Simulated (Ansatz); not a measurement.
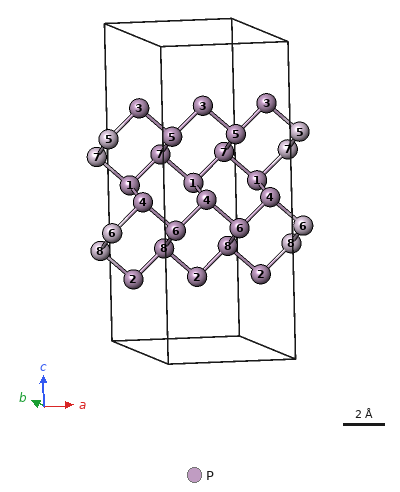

Fig. 1: The structure (ball-and-stick view of the 2 repeat of the cell, with the vacuum cut short, seen slightly off an axis; neighbours outside the cell are drawn fainter; atoms are numbered from 1 in the order of the input). An atom can appear more than once, as a periodic image. Near neighbours in the periodic cell (some may lie outside the picture): P has 3 P at 2.20 to 2.24 Å; P has 2 P at 2.20 Å.

**Single-point calculation of P**

P (P2/m, 8 atoms in the cell), computed with DFT r2SCAN, scalar-relativistic, plane waves, PAW, no spin polarisation (Ansatz 0.2.0).

The structure derives from a Materials Project entry. It belongs to a series of runs on one base structure; here: the crystal opened by +6.00 A across the cut. Figures and captions count atoms from 1; the log counts them from 0 in places.

**The program's output**
```
Engine: ansatz 0.2.0, x86_64-unknown-linux-gnu
Pseudopotentials: kind: paw
Pseudopotential: P, paw, valence charge 5, recommended cutoff 500 eV (meta_gga), P.paw.azcp
Functional definition: r2SCAN
  parameter k0 = 0.174
  parameter k1 = 0.065
  parameter a1 = 4.9479
  exchange = r2scan_x(k0 = k0, k1 = k1, a1 = a1)
  correlation = r2scan_c
Crystal: 8 atoms, lattice volume = 1753.189 Å³
Basis set: ecut = 500 eV, 44255 PW (Γ), exchange–correlation on 96×1080×480 points (64 copies of the dense FFT grid, shifted against one another)
Bands: 28, of which v1, the nominal top of the filled ones, is band 20 counted from 1 (19 counted from 0)
Symmetry: 4 space group operations
Space group: P2/m (ITA 10), of the structure as read, at distance tolerance 1.2e-4 Å
k-points: 10 of 24
Non-local potential: P, projectors of the file, l = 0: 2, l = 1: 2, l = 2: 2
PAW form: soft (Blöchl's): semilocal exchange-correlation on the pseudo side does not see the compensation charge
PAW frozen core: P, regenerated for the run's functional (the file was generated under x = pbe(κ = 0.804, μ = 0.2195149727645171), c = pbe(β = 0.06672455060314922))
PAW one-centre angular grid: P, 302 points (default); XC on 160 Gauss nodes
Initial density: superposition of atomic densities (neutral atoms: chi_scale 0, normalization atom), corrected by the library's trained network
Initial wavefunctions: pseudopotential atomic-orbital guess
Functional: x = r2scan, c = r2scan; τ floored in thin density (d = 2e-4 eV/Å³)
SCF iter   1: F=—  HF=-6071.138786 eV  |F-HF|=—  |Δ(HF+E_count)|=         —  Δρ=2.01e-3  dr2=1.57e-1  dr2_τ=6.34e-2  ethr=1.77e-3  ⟨swp⟩=11.8  Hψ=2159  notcnv=0  defer=9
preconditioner: auto → LDOS  [metal: Δε(μ)=0.005 eV  Ē_g=8.537 eV  σ=0.050 eV  W_gap=0.06  n_scr=90 (ndim 8)  ℏωp=5.5 eV  f_vac=0.847  D(μ)=6.50/eV (n_scr^D=24)  β→1.0]
SCF iter   2: F=—  HF=-6071.174337 eV  |F-HF|=—  |Δ(HF+E_count)|=   3.56e-2  Δρ=9.55e-4  dr2=2.69e-2  dr2_τ=5.64e-4  ethr=3.93e-4  ⟨swp⟩=3.3  Hψ=614  notcnv=0  defer=24
SCF iter   3: F=—  HF=-6071.173916 eV  |F-HF|=—  |Δ(HF+E_count)|=   4.21e-4  Δρ=5.18e-4  dr2=2.46e-2  dr2_τ=1.41e-4  ethr=6.72e-5  ⟨swp⟩=3.3  Hψ=545  notcnv=0  defer=4
automatic band count: iteration 3 solves 26 bands in place of 28: the levels show a gap, and the empty bands left out lie too high to hold charge; the band table lists the bands solved (type scf.n_extra_bands for more)
SCF iter   4: F=—  HF=-6071.171093 eV  |F-HF|=—  |Δ(HF+E_count)|=   2.82e-3  Δρ=2.86e-4  dr2=6.58e-3  dr2_τ=9.14e-6  ethr=6.15e-5  ⟨swp⟩=2.6  Hψ=394  notcnv=0  defer=4
SCF iter   5: F=—  HF=-6071.170464 eV  |F-HF|=—  |Δ(HF+E_count)|=   6.29e-4  Δρ=1.76e-4  dr2=2.65e-3  dr2_τ=9.22e-6  ethr=1.65e-5  ⟨swp⟩=2.2  Hψ=370  notcnv=0  defer=4
SCF iter   6: F=—  HF=-6071.170067 eV  |F-HF|=—  |Δ(HF+E_count)|=   3.96e-4  Δρ=8.36e-5  dr2=3.74e-4  dr2_τ=2.03e-6  ethr=6.63e-6  ⟨swp⟩=2.3  Hψ=375  notcnv=0  defer=4
SCF iter   7: F=—  HF=-6071.170066 eV  |F-HF|=—  |Δ(HF+E_count)|=   1.05e-6  Δρ=3.39e-5  dr2=5.16e-5  dr2_τ=3.04e-7  ethr=9.34e-7  ⟨swp⟩=2.2  Hψ=355  notcnv=0  defer=4
SCF iter   8: F=—  HF=-6071.170057 eV  |F-HF|=—  |Δ(HF+E_count)|=   9.35e-6  Δρ=1.20e-5  dr2=6.25e-6  dr2_τ=2.56e-8  ethr=1.29e-7  ⟨swp⟩=2.6  Hψ=425  notcnv=0  defer=4
SCF iter   9: F=—  HF=-6071.170059 eV  |F-HF|=—  |Δ(HF+E_count)|=   1.57e-6  Δρ=4.75e-6  dr2=7.05e-7  dr2_τ=6.37e-9  ethr=1.56e-8  ⟨swp⟩=2.1  Hψ=400  notcnv=0  defer=4
SCF iter  10: F=—  HF=-6071.170059 eV  |F-HF|=—  |Δ(HF+E_count)|=   2.09e-7  Δρ=2.41e-6  dr2=3.09e-7  dr2_τ=1.34e-9  ethr=1.76e-9  ⟨swp⟩=2.0  Hψ=409  notcnv=0  defer=4
SCF iter  11: F=-6071.170059 eV  HF=-6071.170059 eV  |F-HF|=1.65e-8  |Δ(HF+E_count)|=   1.03e-8  Δρ=1.12e-6  dr2=5.35e-8  dr2_τ=2.42e-10  ethr=2.50e-10  ⟨swp⟩=9.4  Hψ=1579  notcnv=0
SCF 1 converged in 11 iterations: F = -6071.170059 eV  dr2 = 5.35e-8
  greatest PAW one-centre occupation: 0.817 electrons in one spin orbital (limit 2), on the P atom at site 2 (counted from 0), in its partial waves of l = 0
```

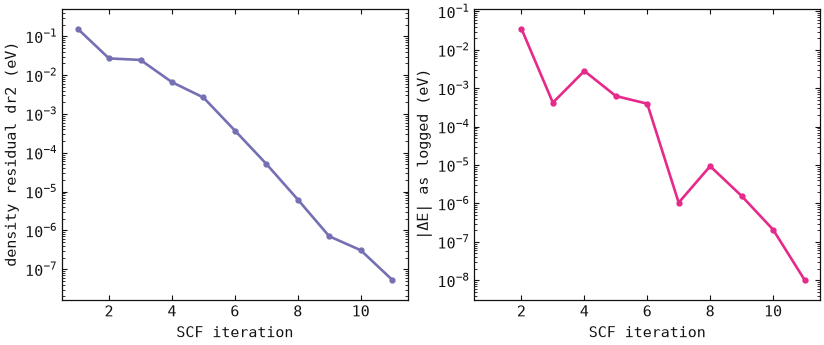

Fig. 2: Convergence of the self-consistent field: density residual dr2 and size of the energy change against the SCF iteration. The residual falls at every step.

```
SCF converged after 11 iterations
Free energy (F): -6071.170059 eV
Harris-Foulkes:  -6071.170059 eV  (|F-HF|=1.65e-8)
Internal energy: -6071.160335 eV  (E = F + TS)
E sigma→0 (E₀):  -6071.165197 eV
Entropy (-TS):   -0.009724 eV (-1.215 meV/atom)
Fermi energy:    -4.377904 eV
--- Per-component energies (eV) ---
  E_band       = -418.704031
  E_kinetic    = 552.544140
  E_local      = -15971.639230  (includes V_loc(G=0)·N_el)
  E_nonlocal   = 266.082925
  E_hartree    = 7642.853236
  E_xc         = -460.602681
  E_vxc        = -514.282737  (∫ρ·V_xc dr)
  E_paw        = -4605.981199  (= ΣΔE_a)
  E_vpaw       = -62.669028  (= ΣTr[D̂ρ^β])
  E_aug_tail   = 0.000004  (compensation charges beyond the density's cutoff)
  E_vtau       = 25.551223  (kinetic-family band-sum trace: ∫τ·v_τ [+ j·A + Jᵃ·Aᵃ] dr)
  E_ewald      = 6506.309207
  E_core_change = -0.726737  (= ΣΔE_core)
  E_smearing   = -0.009724  (= −TS)
  E_closure    = 0.000000  (closes the sum)
  Σ components = -6071.170059   (vs F -6071.170059, Δ=0.00e0)
--- Forces (eV/Å), atoms counted from 1 ---
  atom   1  P      0.00000000     0.07282771    -0.15338883
  atom   2  P      0.00000000    -0.10350104     1.23289072
  atom   3  P      0.00000000     0.10350104    -1.23289072
  atom   4  P      0.00000000    -0.07282771     0.15338883
  atom   5  P      0.00000000     0.14292714     1.31405349
  atom   6  P      0.00000000     0.23990067     0.15678141
  atom   7  P      0.00000000    -0.23990067    -0.15678141
  atom   8  P      0.00000000    -0.14292714    -1.31405349
  max |Σ_I F_I| component: 0.00e0 eV/Å
--- Stress (GPa, compression-positive) ---
       -0.241219       0.000000       0.000000
        0.000000       0.078326       0.074105
        0.000000       0.074105      -0.355883
  P = ⅓ Tr σ = -0.1729 GPa (-1.729 kbar)
--- Band table (eV; the first three rows and the last of 10) ---
  k-point 0: bands = ["-19.8900", "-19.0311", "-18.0183", "-17.5551", "-13.7067", "-12.9855", "-11.8268", "-10.0529", "-9.2695", "-8.2544", "-7.7336", "-7.6001", "-7.0860", "-6.7878", "-6.3822", "-6.1950", "-6.0005", "-5.4619", "-5.2419", "-4.4654", "-3.4960", "-2.2602", "-1.9918", "-1.8367", "-1.5043", "-1.2166"]
  k-point 1: bands = ["-19.8900", "-19.0311", "-18.0182", "-17.5551", "-13.7066", "-12.9856", "-11.8264", "-10.0537", "-9.2688", "-8.2548", "-7.7336", "-7.6009", "-7.0860", "-6.7876", "-6.3822", "-6.1950", "-5.9952", "-5.4604", "-5.2457", "-4.4722", "-3.4942", "-2.2600", "-1.9921", "-1.8363", "-1.4927", "-1.2206"]
  k-point 2: bands = ["-19.6941", "-18.8388", "-17.8235", "-17.3484", "-13.7356", "-12.9414", "-11.7645", "-10.0683", "-9.1830", "-8.8086", "-8.5189", "-8.0831", "-7.6138", "-7.3553", "-7.1802", "-6.5006", "-5.9302", "-5.5017", "-5.2593", "-4.3817", "-3.5725", "-1.8072", "-1.3256", "-0.8684", "-0.8390", "-0.3949"]
  k-point 9: bands = ["-17.0575", "-16.9817", "-16.7689", "-14.8762", "-14.6918", "-14.4032", "-14.3999", "-14.2230", "-9.6706", "-9.5464", "-9.4459", "-8.6818", "-8.3630", "-7.5590", "-7.4400", "-6.8471", "-5.9194", "-5.8449", "-5.4542", "-4.7029", "-4.4761", "-2.4232", "-2.2523", "-1.7421", "-1.2775", "-1.0406"]
```

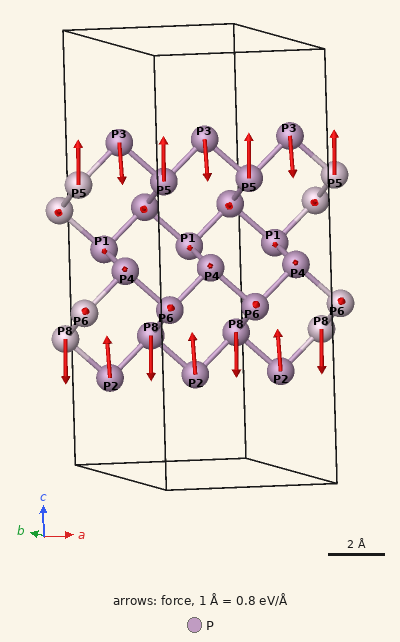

Fig. 3: Forces on the atoms as red arrows (ball-and-stick view of the 2 repeat of the cell, with the vacuum cut short, seen slightly off an axis; neighbours outside the cell are drawn fainter; atoms are numbered from 1 in the order of the input). The largest act on P5, P8 (1.32 eV/Å); P2, P3 (1.24 eV/Å). The geometry is not a stationary point of this energy.

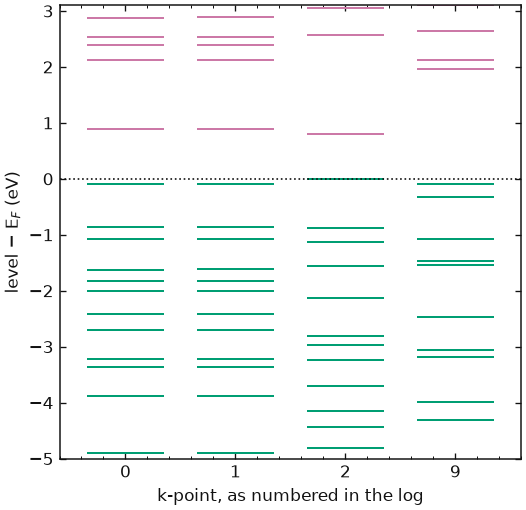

Fig. 4: Kohn–Sham levels near the Fermi level (dotted) at the few k-points that the log prints; levels within 0.02 eV of each other stand side by side. The system is metallic on the full mesh.

The run was set up as follows.

**The input**
```yaml
crystal:
  lattice:
    - [-3.28372772, 0.0, 0.0]
    - [0.0, -34.85703099, 4.63208471]
    - [0.0, 0.7903803947, 15.2118831683]
  atoms:
    - { symbol: P, position: [0.0, 0.0370238119, 0.3212907412] }
    - { symbol: P, position: [0.0, 0.0301665467, 0.0188744509] }
    - { symbol: P, position: [0.0, 0.9835479838, 0.5859581298] }
    - { symbol: P, position: [0.0, 0.9766907186, 0.2835418394] }
    - { symbol: P, position: [0.5, 0.981383155, 0.4904857424] }
    - { symbol: P, position: [0.5, 0.9745258898, 0.1880694521] }
    - { symbol: P, position: [0.5, 0.0391886407, 0.4167631286] }
    - { symbol: P, position: [0.5, 0.0323313754, 0.1143468382] }
basis:
  ecutwfc: 500
kpoints:
  mp_grid: { grid: [8, 1, 3] }
hamiltonian:
  xc: r2scan
scf:
  occupations: { method: gaussian, width: 0.05 }
output:
  forces: true
  stress: true
  eigenvalues: true
```

Run as:
```bash
ansatz run input.yaml --threads 2 --pin off --max-ram 5120MiB --backend cpu --events-out ev --progress --plain --runs-dir out
```

**Summary**

| quantity | value |
| --- | --- |
| outcome | converged |
| space group (tolerance 0.01 Å) | P2/m (10) |
| electrons treated | 40 |
| free energy | −6071.1701 eV |
| Fermi energy | −4.378 eV |
| gap on the k-point mesh | none (metallic) |
| pressure | −0.17 GPa |
| largest force (length of the vector) | 1.322 eV/Å |
| hardware | 2 threads of Intel Xeon @ 2.50GHz (Skylake/Cascade Lake), 189 GiB of memory available, shared host |
| wall time | 2.7 min (CPU time 5.2 min) |
| peak memory | 4.4 GiB |
